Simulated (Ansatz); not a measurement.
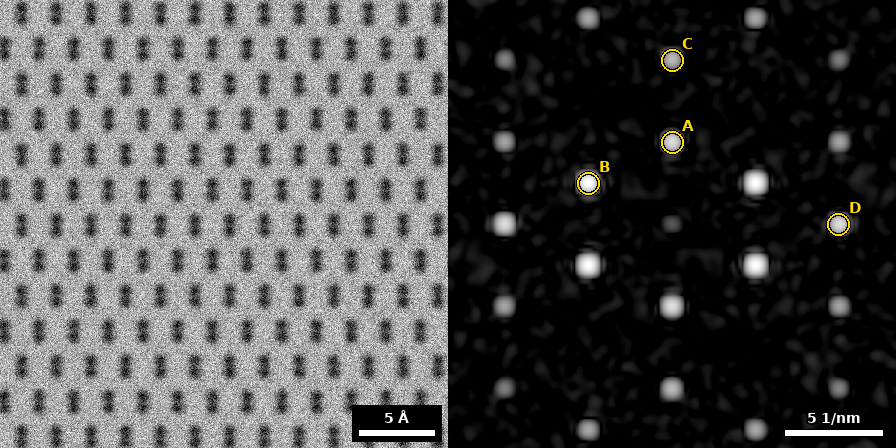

HRTEM-like image of a crystal. Simulated in the weak-phase-object approximation with neutral-atom potentials: 300 kV, Cs = 20 µm, defocus −75 Å (negative is underfocus), defocus spread 15 Å, aperture 1.36 1/Å. Shot noise was added.

The right panel is the modulus of the image's Fourier transform on a logarithmic scale.

Question: Which lattice spacings do the marked spots stand for, and what angle do A and B enclose?

Answer: A: 2.4 Å, B: 2.1 Å, C: 1.2 Å, D: 1.2 Å; A and B enclose about 64°.

The crystal is Ir (P6_3/mmc, No. 194) along [101]; the spots are (010), (-1 1 1), (020) and (2 -1 -2). Structure used: the input geometry of an electronic-structure calculation (not necessarily at equilibrium); the starting structure was generated, so it need not be a known form of this composition.
